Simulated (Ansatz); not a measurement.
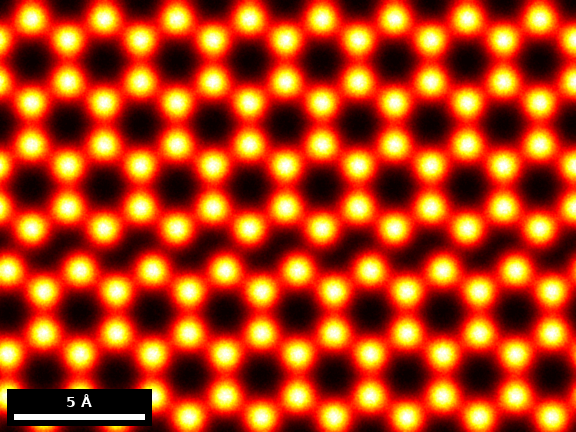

Z-contrast image of V (P6_3/mmc, No. 194) along [001]. The image is simulated as a sum over atoms of Z^1.7, blurred by a 1.06 Å probe (no channelling). The probe carries 15 % of its weight in a tail 2.5 times as wide. Shot noise was added.

One planar defect was built into the perfect crystal by geometry alone, without relaxation. Host structure: coordinates from a relaxation with DFT PBE, scalar-relativistic, plane waves, PAW (Ansatz 0.2.0); the starting structure was generated, so it need not be a known form of this composition.

> Where does the periodic pattern break, and how?

A planar fault (a stacking fault) runs horizontally about 10 Å below the top edge. The part above it is shifted along the boundary by 1/3 of the 2.77 Å repeat of the rows (0.9 Å to the right, the same as 1.8 Å to the left); both parts keep the same orientation.
